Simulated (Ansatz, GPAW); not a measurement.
## CuI (110), 8 units: simulated STM images

Wanted: filled- and empty-state images of CuI (110), 8 units, with its work function.

Main program and level: GPAW 26.7.0 and Ansatz 0.2.0; Ansatz plane waves; layer without images along its normal, relaxation of atoms and in-plane cell; PAW set soft_1, in the first sound run; inputs show where later runs differ.

## (1) Set-up

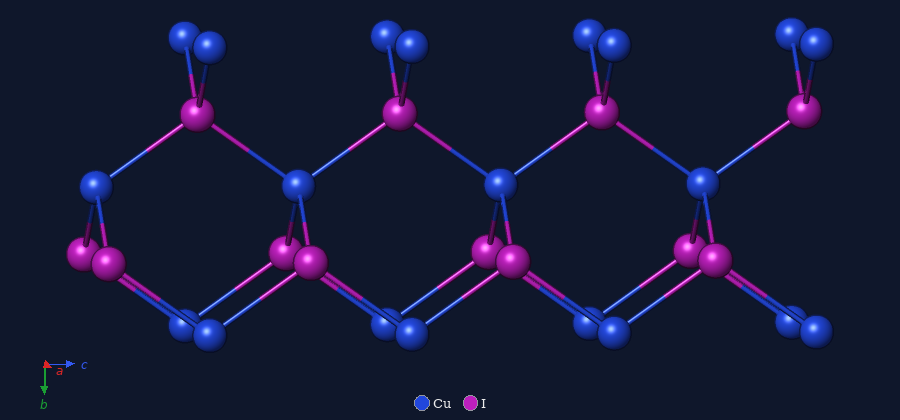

The cell as given, from the side, with the c axis across the page (copper blue, iodine pink). Some periodic images of atoms are drawn too.

The cell holds 16 atoms: 8 Cu and 8 I. Its edges and angles: a = 4.278 Å, b = 6.050 Å, c = 30.973 Å, α = 90.0°, β = 90.0°, γ = 90.0°. It derives from CuI (zincblende CuI). Vacuum lies along c.

As a file:

```cif
data_structure
_symmetry_space_group_name_H-M 'P 1'
_symmetry_Int_Tables_number 1
_cell_length_a 4.2780
_cell_length_b 6.0500
_cell_length_c 30.9730
_cell_angle_alpha 90.000
_cell_angle_beta 90.000
_cell_angle_gamma 90.000
_cell_volume 801.64
loop_
_atom_site_label
_atom_site_type_symbol
_atom_site_fract_x
_atom_site_fract_y
_atom_site_fract_z
_atom_site_occupancy
Cu1 Cu 0.50000 0.50000 0.25829 1
I2 I 0.00000 0.75000 0.25829 1
Cu3 Cu 0.00000 0.00000 0.32735 1
I4 I 0.50000 0.25000 0.32735 1
Cu5 Cu 0.50000 0.50000 0.39641 1
I6 I 0.00000 0.75000 0.39641 1
Cu7 Cu 0.00000 0.00000 0.46547 1
I8 I 0.50000 0.25000 0.46547 1
Cu9 Cu 0.50000 0.50000 0.53453 1
I10 I 0.00000 0.75000 0.53453 1
Cu11 Cu 0.00000 0.00000 0.60359 1
I12 I 0.50000 0.25000 0.60359 1
Cu13 Cu 0.50000 0.50000 0.67265 1
I14 I 0.00000 0.75000 0.67265 1
Cu15 Cu 0.00000 0.00000 0.74171 1
I16 I 0.50000 0.25000 0.74171 1
```

## (2) Relaxing the atoms

Forces are removed first; all later runs use this geometry.

input.yaml reads:

```yaml
crystal:
  lattice:
    - [4.27799603, 0.0, 0.0]
    - [0.0, 6.05, 0.0]
    - [0.0, 0.0, 30.9729860916]
  atoms:
    - { symbol: Cu, position: [0.5, 0.5, 0.2582895939] }
    - { symbol: I, position: [0.0, 0.75, 0.2582895939] }
    - { symbol: Cu, position: [0.0, 0.0, 0.3273497099] }
    - { symbol: I, position: [0.5, 0.25, 0.3273497099] }
    - { symbol: Cu, position: [0.5, 0.5, 0.396409826] }
    - { symbol: I, position: [0.0, 0.75, 0.396409826] }
    - { symbol: Cu, position: [0.0, 0.0, 0.465469942] }
    - { symbol: I, position: [0.5, 0.25, 0.465469942] }
    - { symbol: Cu, position: [0.5, 0.5, 0.534530058] }
    - { symbol: I, position: [0.0, 0.75, 0.534530058] }
    - { symbol: Cu, position: [0.0, 0.0, 0.603590174] }
    - { symbol: I, position: [0.5, 0.25, 0.603590174] }
    - { symbol: Cu, position: [0.5, 0.5, 0.6726502901] }
    - { symbol: I, position: [0.0, 0.75, 0.6726502901] }
    - { symbol: Cu, position: [0.0, 0.0, 0.7417104061] }
    - { symbol: I, position: [0.5, 0.25, 0.7417104061] }
  periodic: [true, true, false]
kpoints:
  mp_grid: { grid: [7, 5, 1] }
hamiltonian:
  xc: pbe
  pseudopotentials: { kind: paw, azcp: { folder: soft_1 } }
scf:
  occupations: { method: fermi_dirac, width: 0.05 }
relax:
  f_tol: 0.01
  max_steps: 90
  cell: {}
```

The run is started by

```
ansatz run input.yaml --threads 4 --pin off --max-ram 8192MiB --backend cpu --events-out ev --progress --plain --runs-dir out
```

Numbers of over 12 decimals in the logs are rounded to 6 here.

Output:

```text
Warning: crystal.periodic: the lattice vector that does not repeat stood 0.000° off the slab's normal, 30.973 Å along it as the deck builds it. The run solves the slab on a vector along the normal, 53.746 Å long, with every atom where it was (on the deck's vector they left 16.00 Å outside them, and the widest stretch free of ions among them is 2.14 Å). A fractional position that the run reports is one of the run's ce [...]
crystal.periodic: the lattice vector that does not repeat stood 0.000° off the slab's normal, 30.973 Å along it as the deck builds it. The run solves the slab on a vector along the normal, 53.746 Å long, with every atom where it was (on the deck's vector they left 16.00 Å outside them, and the widest stretch free of ions among them is 2.14 Å). A fractional position that the run reports is one of the run's cell, which [...]
Engine: ansatz 0.2.0, aarch64-unknown-linux-gnu
Pseudopotentials: kind: paw
Pseudopotential: Cu, paw, valence charge 19, recommended cutoff 420 eV (normal), soft_1/Cu.paw.azcp
Pseudopotential: I, paw, valence charge 17, recommended cutoff 420 eV (normal), soft_1/I.paw.azcp
Functional definition: PBE
  parameter kappa = 0.804
  parameter beta = 0.066725
  exchange = pbe_x(kappa = kappa, mu = beta*pi^2/3)
  correlation = pbe_c(beta = beta)
Crystal: 16 atoms, lattice volume = 1391.047 Å³
Basis set: ecut = 420 eV, 27197 PW (Γ), exchange–correlation on 60×90×720 points (8 copies of the dense FFT grid, shifted against one another)
Bands: 173, of which v1, the nominal top of the filled ones, is band 144 counted from 1 (143 counted from 0)
Symmetry: 4 space group operations
Space group: Pmn21 (ITA 31), of the structure as read, at distance tolerance 1.1e-4 Å
k-points: 12 of 35 (time reversal used)
Non-local potential: Cu, projectors of the file, l = 0: 3, l = 1: 2, l = 2: 3, l = 3: 1
Non-local potential: I, projectors of the file, l = 0: 2, l = 1: 2, l = 2: 2, l = 3: 1
PAW form: soft (Blöchl's): semilocal exchange-correlation on the pseudo side does not see the compensation charge
PAW one-centre angular grid: Cu, 590 points (default); XC on 64 Gauss nodes
PAW one-centre angular grid: I, 590 points (default); XC on 64 Gauss nodes
Initial density: superposition of atomic densities (neutral atoms: chi_scale 0, normalization atom)
Initial wavefunctions: pseudopotential atomic-orbital guess
Functional: x = pbe(κ = 0.804, μ = 0.219515), c = pbe(β = 0.066725)
SCF iter   1: F=—  HF=-113108.670673 eV  |F-HF|=—  |Δ(HF+E_count)|=         —  Δρ=3.39e-2  dr2=1.11e1  ethr=3.10e-3  ⟨swp⟩=12.9  Hψ=11910  notcnv=0  defer=110
preconditioner: auto → Resta (q_TF=auto, 2.098 Å⁻¹)  ε∞=3.3  [insulator: Δε(μ)=0.491 eV  Ē_g=7.917 eV  σ=0.050 eV  W_gap=0.98  n_scr=232 (ndim 8)  ℏωp=11.9 eV  f_vac=0.668  D(μ)=0.02/eV (n_scr^D=0)  ε∞_Penn≈3.3  vacuum switching on, ρ_ref=4.5e-3 e/Å³]
SCF iter   2: F=—  HF=-113108.973416 eV  |F-HF|=—  |Δ(HF+E_count)|=   3.03e-1  Δρ=2.88e-2  dr2=6.14e0  ethr=3.10e-3  ⟨swp⟩=3.0  Hψ=4353  notcnv=0  defer=254
SCF iter   3: F=—  HF=-113106.987412 eV  |F-HF|=—  |Δ(HF+E_count)|=    1.99e0  Δρ=6.67e-3  dr2=5.23e-1  ethr=2.13e-3  ⟨swp⟩=2.9  Hψ=4426  notcnv=0  defer=269
SCF iter   4: F=—  HF=-113106.881513 eV  |F-HF|=—  |Δ(HF+E_count)|=   1.06e-1  Δρ=1.80e-3  dr2=4.26e-2  ethr=1.81e-4  ⟨swp⟩=3.2  Hψ=3658  notcnv=0  defer=257
SCF iter   5: F=—  HF=-113106.899501 eV  |F-HF|=—  |Δ(HF+E_count)|=   1.80e-2  Δρ=2.58e-3  dr2=5.73e-2  ethr=1.48e-5  ⟨swp⟩=3.0  Hψ=4031  notcnv=0  defer=257
SCF iter   6: F=—  HF=-113106.889165 eV  |F-HF|=—  |Δ(HF+E_count)|=   1.03e-2  Δρ=5.09e-4  dr2=3.58e-3  ethr=1.48e-5  ⟨swp⟩=2.8  Hψ=3874  notcnv=0  defer=257
SCF iter   7: F=—  HF=-113106.889259 eV  |F-HF|=—  |Δ(HF+E_count)|=   9.32e-5  Δρ=2.68e-4  dr2=9.20e-4  ethr=1.24e-6  ⟨swp⟩=2.6  Hψ=2985  notcnv=0  defer=257
SCF iter   8: F=—  HF=-113106.889358 eV  |F-HF|=—  |Δ(HF+E_count)|=   9.89e-5  Δρ=2.58e-4  dr2=6.17e-4  ethr=3.19e-7  ⟨swp⟩=2.9  Hψ=3935  notcnv=0  defer=257
SCF iter   9: F=—  HF=-113106.889276 eV  |F-HF|=—  |Δ(HF+E_count)|=   8.20e-5  Δρ=7.40e-5  dr2=3.93e-5  ethr=2.14e-7  ⟨swp⟩=2.9  Hψ=3626  notcnv=0  defer=257
SCF iter  10: F=—  HF=-113106.889164 eV  |F-HF|=—  |Δ(HF+E_count)|=   1.12e-4  Δρ=2.32e-5  dr2=6.62e-6  ethr=1.36e-8  ⟨swp⟩=3.0  Hψ=3388  notcnv=0  defer=257
SCF iter  11: F=—  HF=-113106.889172 eV  |F-HF|=—  |Δ(HF+E_count)|=   7.67e-6  Δρ=4.47e-5  dr2=1.73e-5  ethr=2.30e-9  ⟨swp⟩=3.0  Hψ=4269  notcnv=0  defer=257  recentre
SCF iter  12: F=—  HF=-113106.889168 eV  |F-HF|=—  |Δ(HF+E_count)|=   3.63e-6  Δρ=5.05e-6  dr2=2.67e-7  ethr=2.30e-9  ⟨swp⟩=2.2  Hψ=3598  notcnv=0  defer=257
SCF iter  13: F=-113106.889168 eV  HF=-113106.889168 eV  |F-HF|=6.86e-8  |Δ(HF+E_count)|=   3.17e-7  Δρ=1.73e-6  dr2=2.97e-8  ethr=3.47e-11  ⟨swp⟩=6.1  Hψ=7956  notcnv=0
SCF 1 converged in 13 iterations: F = -113106.889168 eV  dr2 = 2.97e-8
  greatest PAW one-centre occupation: 1.000 electrons in one spin orbital (limit 2), on the Cu atom at site 14 (counted from 0), in its partial waves of l = 0
relax step   1: F+E_penalty+E_count = -113106.88916830 eV  Δ(F+E_penalty+E_count) = +0.000e0 eV  max|allowed force component| = 6.421e-1 eV/Å  Δτ_max = 0.0000 Å  P = -0.066 N/m  Ω = 1391.047 Å³  fix = [c, alpha, beta]  reactions: c +0.000 N/m  (13 SCF iters, dr2 threshold 1.00e-7 eV, accepted)
Crystal: 16 atoms, lattice volume = 1396.044 Å³
Basis set: ecut = 420 eV, 27329 PW (Γ), exchange–correlation on 60×90×720 points (8 copies of the dense FFT grid, shifted against one another)
Initial density: handed on by an earlier stage of this run
Initial wavefunctions: those handed on with the density
iter 1 solved again at ethr=8.78e-5 eV; its pass at ethr=3.10e-3 eV (dr2=2.53e-1 eV) is discarded
SCF iter   1: F=—  HF=-113107.324886 eV  |F-HF|=—  |Δ(HF+E_count)|=         —  Δρ=5.87e-3  dr2=2.58e-1  ethr=8.78e-5  ⟨swp⟩=8.2  Hψ=11426  notcnv=0  defer=6
preconditioner: auto → Resta (q_TF=auto, 2.097 Å⁻¹)  ε∞=3.1  [insulator: Δε(μ)=1.155 eV  Ē_g=8.300 eV  σ=0.050 eV  W_gap=1.00  n_scr=232 (ndim 8)  ℏωp=11.9 eV  f_vac=0.672  D(μ)=0.00/eV (n_scr^D=0)  ε∞_Penn≈3.1  vacuum switching on, ρ_ref=5.0e-3 e/Å³]
SCF iter   2: F=—  HF=-113107.306651 eV  |F-HF|=—  |Δ(HF+E_count)|=   1.82e-2  Δρ=4.38e-3  dr2=1.63e-1  ethr=8.78e-5  ⟨swp⟩=3.3  Hψ=4412  notcnv=0  defer=60
SCF iter   3: F=—  HF=-113107.266824 eV  |F-HF|=—  |Δ(HF+E_count)|=   3.98e-2  Δρ=1.66e-3  dr2=1.82e-2  ethr=5.65e-5  ⟨swp⟩=3.0  Hψ=4281  notcnv=0  defer=227
SCF iter   4: F=—  HF=-113107.263252 eV  |F-HF|=—  |Δ(HF+E_count)|=   3.57e-3  Δρ=4.07e-4  dr2=1.16e-3  ethr=6.33e-6  ⟨swp⟩=3.0  Hψ=3757  notcnv=0  defer=226
[...]
relax step   4: F+E_penalty+E_count = -113107.55579757 eV  Δ(F+E_penalty+E_count) = -9.430e-2 eV  max|allowed force component| = 1.093e-1 eV/Å  Δτ_max = 0.1917 Å  P = -0.192 N/m  Ω = 1400.112 Å³  energy of the carried Pulay correction = -1.148e-3 eV  fix = [c, alpha, beta]  reactions: c +0.000 N/m  (9 SCF iters, dr2 threshold 1.60e-6 eV, accepted)
[...]
relax step   5: F+E_penalty+E_count = -113107.58117012 eV  Δ(F+E_penalty+E_count) = -2.537e-2 eV  max|allowed force component| = 7.129e-2 eV/Å  Δτ_max = 0.1784 Å  P = +0.090 N/m  Ω = 1398.816 Å³  energy of the carried Pulay correction = -9.847e-4 eV  fix = [c, alpha, beta]  reactions: c +0.000 N/m  (9 SCF iters, dr2 threshold 7.47e-7 eV, accepted)
[...]
relax step   6: F+E_penalty+E_count = -113107.58379064 eV  Δ(F+E_penalty+E_count) = -2.621e-3 eV  max|allowed force component| = 3.410e-3 eV/Å  Δτ_max = 0.0201 Å  P = -0.008 N/m  Ω = 1399.024 Å³  energy of the carried Pulay correction = -1.011e-3 eV  fix = [c, alpha, beta]  reactions: c +0.000 N/m  (8 SCF iters, dr2 threshold 3.18e-7 eV, accepted)
Initial wavefunctions: pseudopotential atomic-orbital guess (no wavefunctions were taken with the density)
iter 1 solved again at ethr=1.83e-6 eV; its pass at ethr=3.10e-3 eV (dr2=5.27e-3 eV) is discarded
SCF iter   1: F=—  HF=-113107.556695 eV  |F-HF|=—  |Δ(HF+E_count)|=         —  Δρ=1.72e-4  dr2=1.20e-5  ethr=1.83e-6  ⟨swp⟩=8.8  Hψ=20536  notcnv=0  defer=6
eigensolver tolerance schedule: the retry pair's looser diagonalisation over-reported the residual by 437.64 of it (diagonalisation noise at 0.35 of the residual, at the tolerance the schedule requests for it); recorded, not acted on — ethr = c·dr2/N_el stays at c = 1.0e-1
preconditioner: auto → Resta (q_TF=auto, 2.096 Å⁻¹)  ε∞=3.0  [insulator: Δε(μ)=1.375 eV  Ē_g=8.354 eV  σ=0.050 eV  W_gap=1.00  n_scr=232 (ndim 8)  ℏωp=11.9 eV  f_vac=0.677  D(μ)=0.00/eV (n_scr^D=0)  ε∞_Penn≈3.0  vacuum switching on, ρ_ref=5.1e-3 e/Å³]
SCF iter   2: F=—  HF=-113107.574710 eV  |F-HF|=—  |Δ(HF+E_count)|=   1.80e-2  Δρ=8.70e-5  dr2=3.73e-6  ethr=4.17e-9  ⟨swp⟩=4.9  Hψ=6415  notcnv=0  defer=17
SCF iter   3: F=—  HF=-113107.583812 eV  |F-HF|=—  |Δ(HF+E_count)|=   9.10e-3  Δρ=2.84e-5  dr2=4.21e-6  ethr=1.30e-9  ⟨swp⟩=3.8  Hψ=5112  notcnv=0  defer=23
SCF iter   4: F=—  HF=-113107.584458 eV  |F-HF|=—  |Δ(HF+E_count)|=   6.46e-4  Δρ=1.14e-5  dr2=6.05e-7  ethr=1.30e-9  ⟨swp⟩=2.8  Hψ=4149  notcnv=0  defer=24
SCF iter   5: F=—  HF=-113107.584701 eV  |F-HF|=—  |Δ(HF+E_count)|=   2.43e-4  Δρ=3.49e-6  dr2=3.81e-8  ethr=2.10e-10  ⟨swp⟩=3.0  Hψ=4278  notcnv=0  defer=27
SCF iter   6: F=—  HF=-113107.584777 eV  |F-HF|=—  |Δ(HF+E_count)|=   7.60e-5  Δρ=1.06e-6  dr2=9.19e-9  ethr=1.32e-11  ⟨swp⟩=3.3  Hψ=3402  notcnv=0  defer=27
SCF iter   7: F=—  HF=-113107.584787 eV  |F-HF|=—  |Δ(HF+E_count)|=   1.00e-5  Δρ=1.12e-6  dr2=1.11e-8  ethr=3.19e-12  ⟨swp⟩=3.1  Hψ=4236  notcnv=0  defer=27
SCF iter   8: F=—  HF=-113107.584788 eV  |F-HF|=—  |Δ(HF+E_count)|=   1.69e-6  Δρ=1.52e-7  dr2=4.12e-10  ethr=3.19e-12  ⟨swp⟩=2.3  Hψ=3638  notcnv=0  defer=27
SCF iter   9: F=—  HF=-113107.584788 eV  |F-HF|=—  |Δ(HF+E_count)|=   8.03e-8  Δρ=1.06e-7  dr2=5.59e-11  ethr=1.00e-12  ⟨swp⟩=2.0  Hψ=2614  notcnv=0  defer=27
SCF iter  10: F=—  HF=-113107.584789 eV  |F-HF|=—  |Δ(HF+E_count)|=   4.19e-7  Δρ=1.61e-7  dr2=2.21e-10  ethr=1.00e-12  ⟨swp⟩=9.4  Hψ=11201  notcnv=0  recentre
SCF iter  11: F=-113107.584789 eV  HF=-113107.584788 eV  |F-HF|=2.56e-7  |Δ(HF+E_count)|=   1.79e-7  Δρ=5.64e-8  dr2=9.62e-12  ethr=1.00e-12  ⟨swp⟩=7.3  Hψ=11345  notcnv=0
SCF 7 converged in 11 iterations: F = -113107.584789 eV  dr2 = 9.62e-12
relax step   7: F+E_penalty+E_count = -113107.58478865 eV  Δ(F+E_penalty+E_count) = -9.980e-4 eV  max|allowed force component| = 3.422e-3 eV/Å  Δτ_max = 0.0000 Å  P = -0.011 N/m  Ω = 1399.024 Å³  fix = [c, alpha, beta]  reactions: c +0.000 N/m  stress off target by 1.51e-2 N/m on what of the cell is left free  SCF on the basis re-selected at this cell (its energy is not comparable with the rows above)  (11 SCF iters)
basis re-selected at this cell: Δ(F+E_penalty+E_count) = -9.980e-4 eV, ΔP = -0.003 N/m vs the last step (what re-selecting the basis moved, of the pressure what is left beyond the Pulay correction that the steps carried, after the strain that the cell walked since its last selection, with what the two solves' SCF thresholds leave and, on support functions, any second-order correction that the steps lacked; it is no m [...]
SCF converged after 11 iterations
Free energy (F): -113107.584789 eV
Harris-Foulkes:  -113107.584788 eV  (|F-HF|=2.56e-7)
Internal energy: -113107.584789 eV  (E = F + TS)
E sigma→0 (E₀):  -113107.584789 eV
Entropy (-TS):   -0.000000 eV (-0.000 meV/atom)
Fermi energy:    -3.951085 eV
--- Per-component energies (eV) ---
  E_band       = -10610.972200
  E_kinetic    = 3355.334310
  E_local      = -2327429.177759  (includes V_loc(G=0)·N_el)
  E_nonlocal   = 8146.851758
  E_hartree    = 1157792.026896
  E_xc         = -1396.863538
  E_vxc        = -1576.689552  (∫ρ·V_xc dr)
  E_paw        = -52863.644869  (= ΣΔE_a)
  E_vpaw       = -8691.332896  (= ΣTr[D̂ρ^β])
  E_aug_tail   = -0.011820  (compensation charges beyond the density's cutoff)
  E_ewald      = 1099287.900234
  E_smearing   = -0.000000  (= −TS)
  E_closure    = -0.000000  (closes the sum)
  Σ components = -113107.584789   (vs F -113107.584789, Δ=0.00e0)
--- Forces (eV/Å), atoms counted from 1 ---
  atom   1  Cu     0.00000000     0.00342244     0.00138194
  atom   2  I      0.00000000    -0.00306528    -0.00312340
  atom   3  Cu     0.00000000    -0.00321906     0.00220844
  atom   4  I     -0.00000000     0.00022806    -0.00199264
  atom   5  Cu    -0.00000000    -0.00072837    -0.00147582
  atom   6  I      0.00000000     0.00291008     0.00171126
  atom   7  Cu     0.00000000    -0.00204422    -0.00135882
  atom   8  I      0.00000000     0.00249635     0.00135790
  atom   9  Cu     0.00000000    -0.00204422     0.00135882
  atom  10  I      0.00000000     0.00249635    -0.00135790
  atom  11  Cu    -0.00000000    -0.00072837     0.00147582
  atom  12  I      0.00000000     0.00291008    -0.00171126
  atom  13  Cu     0.00000000    -0.00321906    -0.00220844
  atom  14  I     -0.00000000     0.00022806     0.00199264
  atom  15  Cu     0.00000000     0.00342244    -0.00138194
  atom  16  I      0.00000000    -0.00306528     0.00312340
  max |Σ_I F_I| component: 1.12e-8 eV/Å
--- 2D stress c σ (N/m, compression-positive) ---
       -0.015071       0.000000       0.000000
        0.000000      -0.007250       0.000000
        0.000000       0.000000       0.000000
  P = ½ c Tr σ = -0.0112 N/m
--- Relaxed structure (6 steps of the walk, 6 accepted, 1 SCFs on fresh bases) ---
  F+E_penalty+E_count = -113107.58478865 eV   max|allowed force component| = 3.422e-3 eV/Å   (the final SCF, on the basis selected at the relaxed cell)
  cell:  # Å, volume = 1399.0236 Å³
    - [4.294264, 0.0, 0.0]
    - [0.0, 6.061643, 0.0]
    - [0.0, 0.0, 53.745972]
  atoms:
    - { symbol: Cu, position: [0.500000, 0.573391, 0.160734] }
    - { symbol: I, position: [0, 0.750878, 0.145296] }
    - { symbol: Cu, position: [0, -0.023483, 0.186378] }
    - { symbol: I, position: [0.500000, 0.234349, 0.188674] }
    - { symbol: Cu, position: [0.500000, 0.490579, 0.228127] }
    - { symbol: I, position: [0, 0.741295, 0.227866] }
    - { symbol: Cu, position: [0, -0.00866847, 0.267893] }
    - { symbol: I, position: [0.500000, 0.241661, 0.268308] }
    - { symbol: Cu, position: [0.500000, 0.491332, 0.308392] }
    - { symbol: I, position: [0, 0.741661, 0.307977] }
    - { symbol: Cu, position: [0, -0.00942114, 0.348158] }
    - { symbol: I, position: [0.500000, 0.241295, 0.348419] }
    - { symbol: Cu, position: [0.500000, 0.476517, 0.389906] }
    - { symbol: I, position: [0, 0.734349, 0.387611] }
    - { symbol: Cu, position: [0, 0.073391, 0.415550] }
    - { symbol: I, position: [0.500000, 0.250878, 0.430989] }
```

Wall time 16 min (4 threads of Arm Neoverse V1, shared host); peak memory 5 GiB.

The steps of the relaxation:

```csv
step,energy less that of the first step (eV),largest force component (eV/Å),volume (Å³)
1,0.0000,0.6421,1391.05
2,-0.3748,0.4392,1396.04
3,-0.5723,0.2615,1399.21
4,-0.6666,0.1093,1400.11
5,-0.6920,0.0713,1398.82
6,-0.6946,0.0034,1399.02
7*,-0.6956,0.0034,1399.02
```

Relaxation steps marked * repeat the geometry before them on a plane-wave basis chosen anew for their cell, so energy and pressure can jump there.

Forces are held to the 4 operations that the run works with; a distortion that breaks them can't arise in this run.

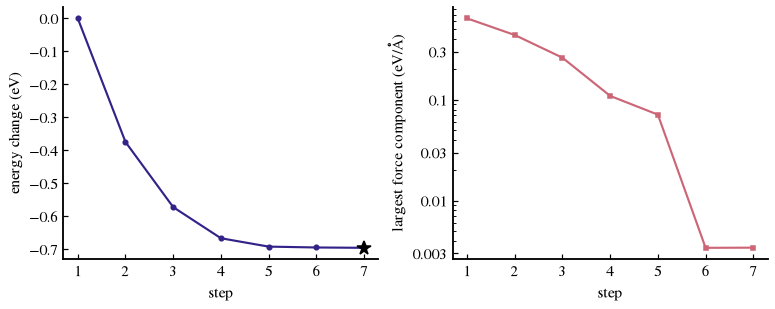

Energy and largest force along the relaxation. Stars mark steps on a basis chosen anew.

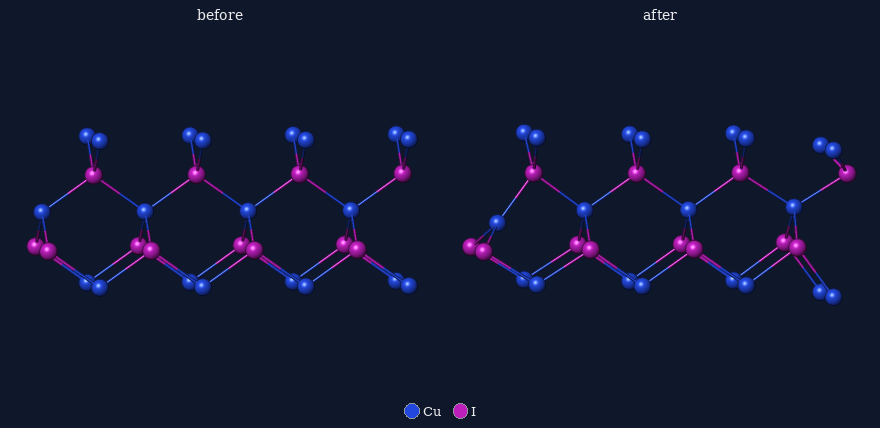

Before and after, at one scale.

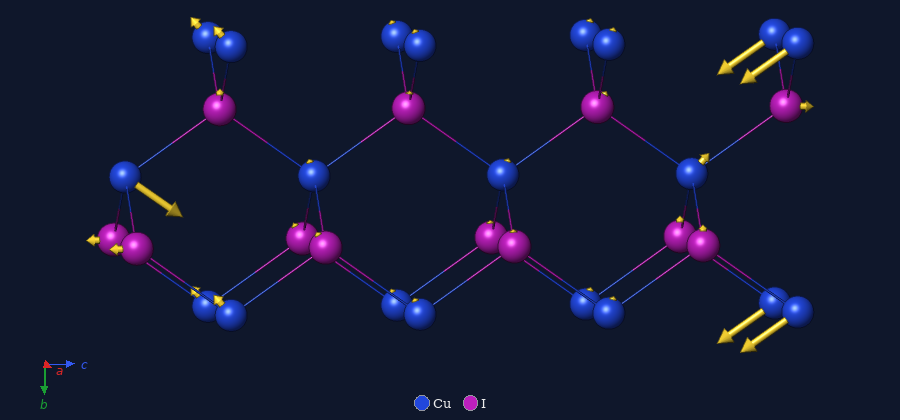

Displacements in the relaxation, exaggerated, measured against the changing cell; the longest in the cell stands for 0.78 Å. Some periodic images of atoms are drawn too.

```csv
cell as run,before,after,change
a (Å),4.278,4.294,+0.4 %
b (Å),6.050,6.062,+0.2 %
```

The atoms that moved most (Å, along periodic axes as changes of fractional coordinates times the final cell, across vacuum about the mean position):

```csv
atom,dx,dy,dz,length
Cu15,0.000,0.445,-0.639,0.778
Cu1,0.000,0.445,0.639,0.778
I2,0.000,0.005,-0.191,0.191
I16,0.000,0.005,0.191,0.191
Cu3,0.000,-0.142,-0.122,0.187
Cu13,0.000,-0.142,0.122,0.187
I4,0.000,-0.095,0.001,0.095
I14,0.000,-0.095,-0.001,0.095
```

This step gave:

* free energy: -113107.5848 eV
* gap by band count: 1.376 eV
* symmetry operations: 4

The relaxation lowered the energy of the cell by 0.696 eV.

(Part 1 of 3 ends here.)

[Logs are printed without paths, hosts, clocks, repeated set-up lines and the standing remarks that a program may print on its own settings, such as how far it seeks lower states.]

[Hosts, paths, dates, database ids (printed as entryN), source tags and the programs' standing remarks are cut or masked in the printed files.]
